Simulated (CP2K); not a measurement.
**MnO: 6 runs along one coordinate**

System: MnO (Fm-3m, 2 atoms in the cell).
Method: Kohn-Sham DFT of a periodic cell, PBEsol, GTH-PBE with UZH-TZVP basis (short-range sets on d metals), spin-polarised (CP2K 2026.2).

The 6 runs differ only in the geometry, by an even scaling of the cell at fixed fractional positions. The structure derives from a Materials Project entry.

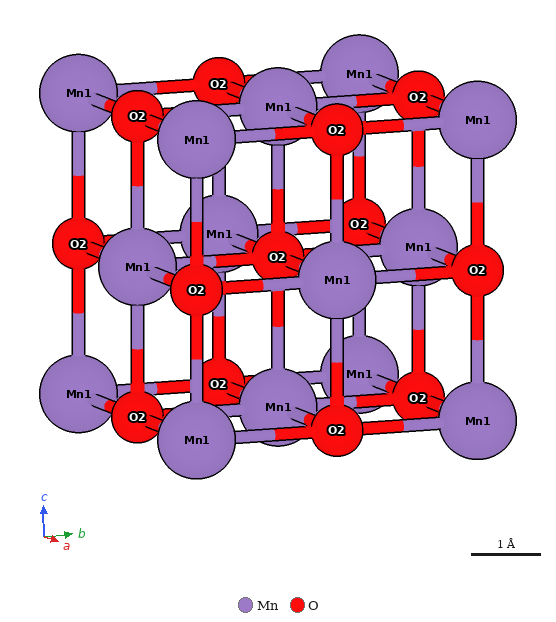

Figure 1. The structure of run 4 (ball-and-stick view of the cell 4 times as large as that of the calculation, set on its symmetry axes, seen slightly off an axis; atoms are numbered from 1 in the order of the input).

### Input of run 4
```
&GLOBAL
  PROJECT mno_eos
  RUN_TYPE ENERGY_FORCE
  PRINT_LEVEL LOW
&END GLOBAL
&FORCE_EVAL
  METHOD QS
  STRESS_TENSOR ANALYTICAL
  &DFT
    BASIS_SET_FILE_NAME BASIS_MOLOPT_UCL
    BASIS_SET_FILE_NAME BASIS_MOLOPT_UZH
    POTENTIAL_FILE_NAME GTH_POTENTIALS
    UKS T
    MULTIPLICITY 6
    WFN_RESTART_FILE_NAME previous-RESTART.kp
    &MGRID
      CUTOFF 600
      REL_CUTOFF 60
      NGRIDS 4
    &END MGRID
    &QS
      METHOD GPW
      EPS_DEFAULT 1.0E-9
    &END QS
    &KPOINTS
      SCHEME MONKHORST-PACK 10 10 10
      GAMMA_CENTERED T
      SYMMETRY T
      SYMMETRY_BACKEND SPGLIB
    &END KPOINTS
    &SCF
      SCF_GUESS RESTART
      EPS_SCF 1.0E-6
      MAX_SCF 150
      ADDED_MOS 13 18
      CHOLESKY OFF
      EPS_EIGVAL 1.0E-7
      &DIAGONALIZATION ON
        ALGORITHM STANDARD
      &END DIAGONALIZATION
      &MIXING ON
        METHOD PULAY_MIXING
        ALPHA 0.4
        BETA 1.5
        NBUFFER 6
      &END MIXING
      &SMEAR ON
        METHOD FERMI_DIRAC
        ELECTRONIC_TEMPERATURE [K] 580.226
      &END SMEAR
    &END SCF
    &XC
      &XC_FUNCTIONAL
        &PBE
          PARAMETRIZATION PBESOL
        &END PBE
      &END XC_FUNCTIONAL
    &END XC
    &PRINT
      &KPOINTS ON
      &END KPOINTS
      &MULLIKEN ON
      &END MULLIKEN
      &MO ON
        ENERGIES T
        OCCUPATION_NUMBERS T
        &EACH
          QS_SCF 0
        &END EACH
        ADD_LAST NUMERIC
      &END MO
    &END PRINT
  &END DFT
  &SUBSYS
    &CELL
      A 3.1659093891 0.0000000000 0.0000000000
      B 1.5829546945 2.7417579570 0.0000000000
      C 1.5829546945 0.9139193190 2.5849541916
      PERIODIC XYZ
    &END CELL
    &COORD
      SCALED
      Mn  0.0000000000 0.0000000000 0.0000000000
      O   0.5000000000 0.5000000000 0.5000000000
    &END COORD
    &KIND Mn
      BASIS_SET TZVP-MOLOPT-SR-GTH-q15
      POTENTIAL GTH-PBE-q15
      MAGNETIZATION 4.0
    &END KIND
    &KIND O
      BASIS_SET TZVP-MOLOPT-PBE-GTH-q6
      POTENTIAL GTH-PBE-q6
      POTENTIAL_FILE_NAME POTENTIAL_UZH
    &END KIND
    &PRINT
      &ATOMIC_COORDINATES ON
      &END ATOMIC_COORDINATES
      &CELL ON
      &END CELL
    &END PRINT
  &END SUBSYS
  &PRINT
    &FORCES ON
    &END FORCES
    &STRESS_TENSOR ON
    &END STRESS_TENSOR
  &END PRINT
&END FORCE_EVAL
```

Command:
```bash
OMP_NUM_THREADS=2 cp2k.psmp -i mno_eos.inp -o mno_eos.out
```

Lattice vectors (Å) and fractional positions of run 4:
```
   3.165909    0.000000    0.000000
   1.582955    2.741758    0.000000
   1.582955    0.913919    2.584954
Mn  0.000000  0.000000  0.000000
O   0.500000  0.500000  0.500000
```

Run 5 differs from it as follows:
```diff
-      A 3.1659093891 0.0000000000 0.0000000000
-      B 1.5829546945 2.7417579570 0.0000000000
-      C 1.5829546945 0.9139193190 2.5849541916
+      A 3.1864678183 0.0000000000 0.0000000000
+      B 1.5932339091 2.7595620790 0.0000000000
+      C 1.5932339091 0.9198540263 2.6017400788
```

### Results, with one run withheld

| run | volume per atom (Å³) | free energy per atom, from the lowest run given (meV) | pressure (GPa) |
| --- | --- | --- | --- |
| 1 | 10.339 | 1.78 | 2.15 |
| 2 | 10.559 | 0.00 | 0.32 |
| 3 | 10.779 | 0.72 | −2.48 |
| 4 | 11.219 | 14.53 | −7.09 |
| 5 | 11.439 | ? | ? |
| 6 | 11.659 | 38.74 | −10.62 |

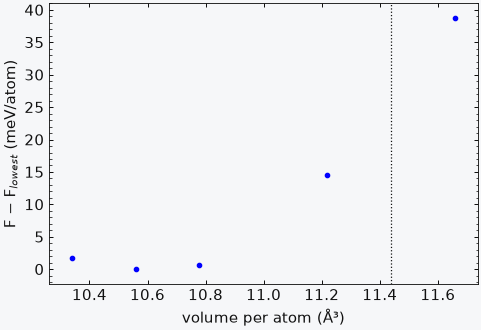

Figure 2. Free energy per atom of the runs given; the dotted line marks run 5.

Estimate the energy of run 5 from the others.

A cubic polynomial in V^(−2/3) (the Birch–Murnaghan form), fitted to the 5 runs given, misses them by at most 0.43 meV per atom. With x = V^(−2/3) − 0.20349 Å⁻², it reads F = 3.3749 − 1879 x + 2.3034e+05 x² + 2.4967e+05 x³ (meV per atom). At run 5 it gives 25.33 meV per atom, and the run itself gives 25.42. The slope of the fit gives a pressure −dF/dV of −8.92 GPa there, and the run prints −8.79 GPa. The two needn't agree exactly: the fit is approximate, and the printed stress is taken on a finite basis. The fit has its minimum at 10.576 Å³ per atom, where V d²F/dV² gives 135 GPa: the bulk modulus at this level, since symmetry fixes the shape and the positions.

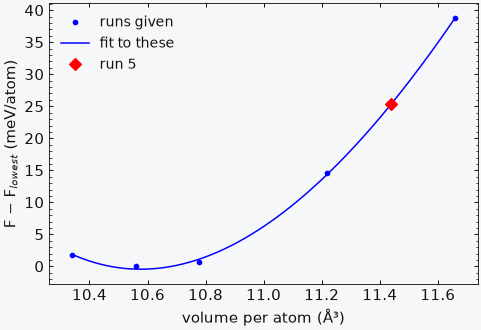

Figure 3. The fit and the withheld run.

### Some lines of the output (run 5)
```
[...]
  Step     Update method      Time    Convergence         Total energy    Change
  Fermi energy:                                                 0.36437645498586
  Total energy:                                              -119.98115847129885
  Total energy (extrapolated to T->0):                       -119.98106366721811
 MO| E(Fermi):            0.364376 a.u.          9.915188 eV
 MO| Band gap:            0.235753 a.u.          6.415162 eV
 MO| Band gap:            0.212056 a.u.          5.770332 eV
 MO| Band gap:            0.179893 a.u.          4.895141 eV
 MO| Band gap:            0.150279 a.u.          4.089298 eV
 MO| Band gap:            0.234547 a.u.          6.382338 eV
 MO| Band gap:            0.135128 a.u.          3.677010 eV
 MO| Band gap:            0.245361 a.u.          6.676624 eV
 MO| Band gap:            0.144798 a.u.          3.940164 eV
 MO| Band gap:            0.171908 a.u.          4.677842 eV
```
